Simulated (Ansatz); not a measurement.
## A series of single points on HfB$_{2}$

System: HfB$_{2}$ (P6/mmm, 3 atoms in the cell).
Method: Kohn-Sham DFT of a periodic cell, PBEsol, all-electron LAPW, scalar-relativistic, no spin polarisation (Ansatz 0.2.0).

The 5 runs differ only in the geometry, by a strain of the cell at fixed fractional positions. Against run 3, the strain is εxx = η and εyy = η. The structure derives from an entry of the Crystallography Open Database.

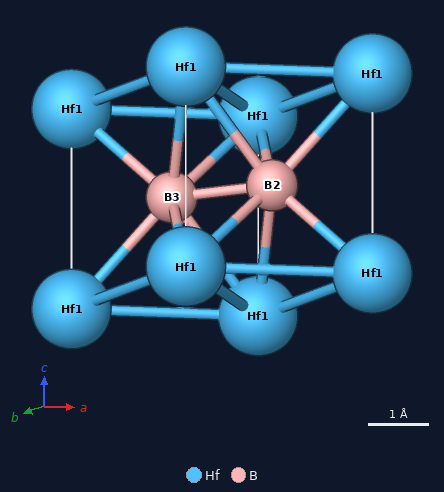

Figure 1. The structure of run 3 (ball-and-stick view of the cell of the calculation, seen at an oblique angle; atoms are numbered from 1 in the order of the input).

### Input of run 3
```yaml
crystal:
  lattice:
    - [3.14, 0.0, 0.0]
    - [-1.57, 2.7193197679, 0.0]
    - [0.0, 0.0, 3.48]
  atoms:
    - { symbol: Hf, position: [0.0, 0.0, 0.0] }
    - { symbol: B, position: [0.6666666667, 0.3333333333, 0.5] }
    - { symbol: B, position: [0.3333333333, 0.6666666667, 0.5] }
kpoints:
  mp_grid: { grid: [10, 10, 8] }
  band_path:
    path:
      - [0.0, 0.0, 0.0]
      - [0.5, 0.0, 0.0]
      - [0.3333333333, 0.3333333333, 0.0]
      - [0.0, 0.0, 0.0]
      - [0.0, 0.0, 0.5]
      - [0.5, 0.0, 0.5]
      - [0.3333333333, 0.3333333333, 0.5]
      - [0.0, 0.0, 0.5]
    npoints: 6
scf:
  occupations: { method: fermi_dirac, width: 0.05 }
hamiltonian:
  xc: pbesol
  pseudopotentials: { kind: all_electron, lapw: { basis_error: 0.002 } }
output:
  forces: true
  stress: true
  eigenvalues: true
```

Command:
```bash
ansatz run input.yaml --threads 2 --pin off --max-ram 8192MiB --backend cpu --events-out ev --progress --plain --runs-dir out
```

Lattice vectors (Å) and fractional positions of run 3:
```
   3.140000    0.000000    0.000000
  -1.570000    2.719320    0.000000
   0.000000    0.000000    3.480000
Hf  0.000000  0.000000  0.000000
B   0.666667  0.333333  0.500000
B   0.333333  0.666667  0.500000
```

Run 4 differs from it as follows:
```diff
-    - [3.14, 0.0, 0.0]
-    - [-1.57, 2.7193197679, 0.0]
+    - [3.2028, 0.0, 0.0]
+    - [-1.6014, 2.7737061633, 0.0]
```

### Results, with one run withheld

```tsv
run	strain parameter η (%)	free energy per atom, from the lowest run given (meV)	pressure (GPa)
1	−4.0000	51.61	20.30
2	−2.0000	7.18	6.94
3	0.0000	0.00	−4.26
4	2.0000	?	?
5	4.0000	78.99	−21.35
```

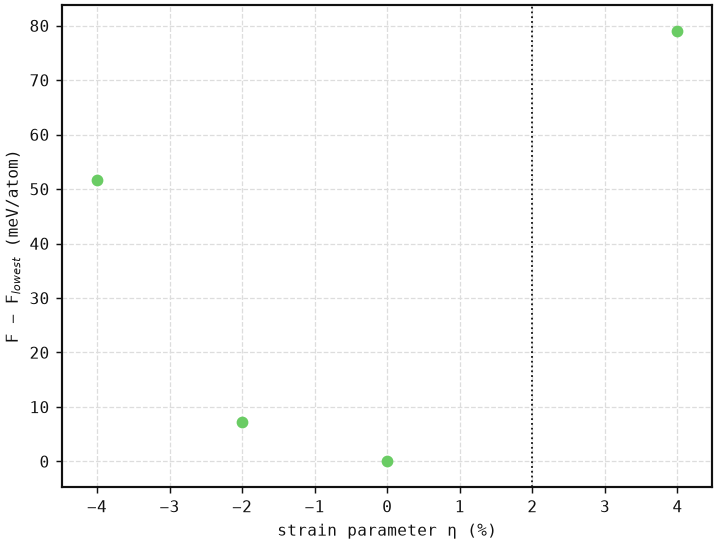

Figure 2. Free energy per atom of the runs given; the dotted line marks run 4.

Fit the runs given and predict run 4.

A quadratic polynomial in the coordinate, fitted to the 4 runs given, misses them by at most 1.34 meV per atom. With x = η + 0.5000, it reads F = −1.7233 − 0.62739 x + 4.1335 x² (meV per atom). At run 4 it gives 22.54 meV per atom, and the run itself gives 25.39. The fit has its minimum at η = −0.4241 %. So low a polynomial doesn't follow these energies more closely.

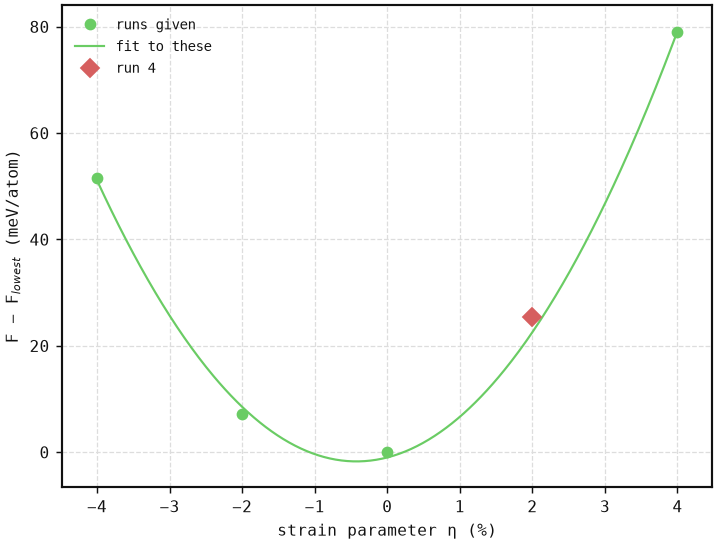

Figure 3. The fit and the withheld run.

### Output, shortened to warnings, some set-up lines, iterations and results (run 4)
```
Basis set: ecut = 250.62374751637415 eV, 279 PW (Γ), exchange–correlation at level 2
Symmetry: 24 space group operations
k-points: 70 of 800
Initial density: superposition of atomic densities (chi_scale 0.1, normalization cell, long waves kept (reshape's long-wave potential 0.00 eV rms))
[...]
SCF iter   1: F=—  HF=-411477.179754 eV  |F-HF|=—  |Δ(HF+E_count)|=         —  Δρ=6.90e-2  dr2=2.82e0  ethr=6.12e-3  ⟨swp⟩=2.0  Hψ=12524  notcnv=0
SCF iter   2: F=—  HF=-411476.145061 eV  |F-HF|=—  |Δ(HF+E_count)|=    1.03e0  Δρ=2.62e-2  dr2=3.87e-1  ethr=6.12e-3  ⟨swp⟩=3.0  Hψ=5823  notcnv=0
SCF iter   3: F=—  HF=-411476.050242 eV  |F-HF|=—  |Δ(HF+E_count)|=   9.48e-2  Δρ=1.45e-2  dr2=1.20e-1  ethr=8.41e-4  ⟨swp⟩=2.0  Hψ=5943  notcnv=0
SCF iter   4: F=—  HF=-411475.988170 eV  |F-HF|=—  |Δ(HF+E_count)|=         —  Δρ=6.64e-3  dr2=2.12e-2  ethr=2.61e-4  ⟨swp⟩=2.2  Hψ=5947  notcnv=0
SCF iter   5: F=—  HF=-411475.984853 eV  |F-HF|=—  |Δ(HF+E_count)|=   3.32e-3  Δρ=1.64e-3  dr2=1.26e-3  ethr=2.75e-6  ⟨swp⟩=2.0  Hψ=9616  notcnv=0
SCF iter   6: F=—  HF=-411475.984794 eV  |F-HF|=—  |Δ(HF+E_count)|=   5.87e-5  Δρ=4.46e-4  dr2=8.22e-5  ethr=2.74e-6  ⟨swp⟩=2.0  Hψ=5606  notcnv=0
SCF iter   7: F=—  HF=-411475.984792 eV  |F-HF|=—  |Δ(HF+E_count)|=   1.77e-6  Δρ=5.62e-5  dr2=9.30e-7  ethr=1.79e-7  ⟨swp⟩=2.0  Hψ=5606  notcnv=0
SCF iter   8: F=-411475.984792 eV  HF=-411475.984792 eV  |F-HF|=2.56e-8  |Δ(HF+E_count)|=   9.05e-8  Δρ=1.30e-5  dr2=5.36e-8  ethr=2.02e-9  ⟨swp⟩=2.0  Hψ=5606  notcnv=0
SCF 1 converged in 8 iterations: F = -411475.984792 eV  dr2 = 5.36e-8
NSCF: frozen V_eff on 43 k-points
SCF converged after 8 iterations
Free energy (F): -411475.984792 eV
Harris-Foulkes:  -411475.984792 eV  (|F-HF|=2.56e-8)
Internal energy: -411475.981658 eV  (E = F + TS)
E sigma→0 (E₀):  -411475.983225 eV
Entropy (-TS):   -0.003134 eV (-1.045 meV/atom)
Fermi energy:    19.864307 eV
--- Per-component energies (eV) ---
  E_band       = -2311.889209
  E_kinetic    = 457635.542558
  E_xc         = -8507.521913
  E_electrostatic = -860604.002303  (all electrons and nuclei)
  E_smearing   = -0.003134  (= −TS)
  E_closure    = 0.000000  (closes the sum)
  E_atoms      = -411450.748255  (free atoms, spherical and without spin; not in F)
  Σ components = -411475.984792   (vs F -411475.984792, Δ=0.00e0)
  Basis errors (estimates in eV, not in F): energy 8.7e-4 per atom: plane waves 7.8e-4 (4.1e-4 summed), levels above the bands 2.0e-44, relativity 2.8e-8, radial functions 8.5e-5, core shells 2.7e-6; eigenvalues (radial functions only) 6.2e-6; not estimated: angular momenta, meshes, grids; target …
--- Forces (eV/Å), atoms counted from 1 ---
  atom   1  Hf    -0.00000000     0.00000000     0.00000000
  atom   2  B      0.00000000     0.00000000     0.00000000
  atom   3  B      0.00000000    -0.00000000     0.00000000
  max |Σ_I F_I| component: 2.78e-17 eV/Å
--- Stress (GPa, compression-positive) ---
      -15.941843       0.000000       0.000000
        0.000000     -15.941843       0.000000
        0.000000       0.000000      -8.945161
  P = ⅓ Tr σ = -13.6096 GPa (-136.096 kbar)
```

Notes: Spin–orbit coupling is left out, which matters for Hf.
